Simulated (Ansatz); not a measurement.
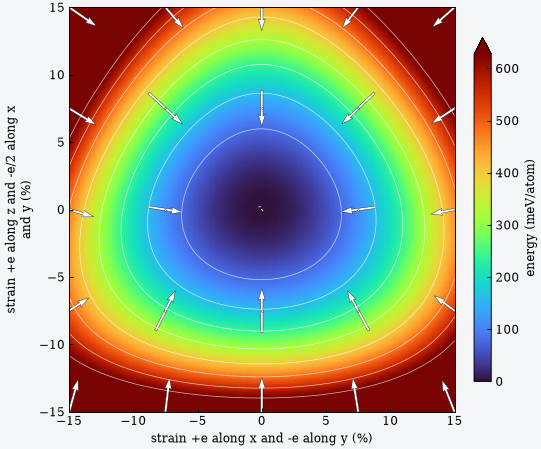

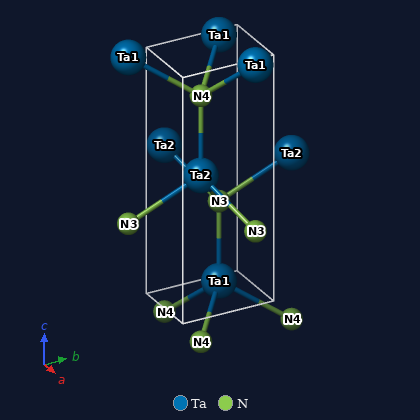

Energy landscape of TaN (P6_3mc, No. 186; 4 atoms in the cell). The energy is mapped over two homogeneous strains (x along [1 0 0], y along [1 2 0], z along [0 0 1] of the conventional cell). First axis: strain +e along x and -e along y. Second axis: strain +e along z and -e/2 along x and y. Nothing is relaxed (fractional coordinates fixed). The scan uses a 5 × 5 grid. Points are written as (first, second). Energies: meV/atom, counted from the lowest grid point. The lowest point has no gap; 1 points of the grid have one on the k-mesh. Level of theory: DFT PBE, scalar-relativistic, plane waves, PAW in Ansatz. Settings: cutoff 520 eV, k-mesh 15×15×8 in the order of the run's cell vectors, gaussian smearing 0.15 eV, no spin polarisation.

Drawn: a smooth colour map with a few white contour lines, dots at the grid points, arrows along the force (downhill), their lengths compressed, one colour for all values above the top of the scale. Between grid points the surface is interpolated. The second picture is the structure at the lowest point

### Summarise what can be read from the map.

The lowest grid point is at (0.0 %, 0.0 %). No other kind of well shows on this grid. The highest grid point, (−15.0 %, 15.0 %), lies 1223 meV/atom above the lowest. Round the minimum the two coordinates are nearly uncoupled.

The values on the grid:

```
second ↓, first →  −15.0  −7.5  0.0  7.5  15.0
             15.0   1223   626  437  609  1044
              7.5    748   274  123  270   663
              0.0    477   116    0  116   458
             −7.5    504   248  165  254   543
            −15.0    988   824  768  837  1082
```

Time for the 25 points that were run: 16 min on 2 threads of Arm Neoverse N1 (shared host).

PAW datasets: the set soft_1.
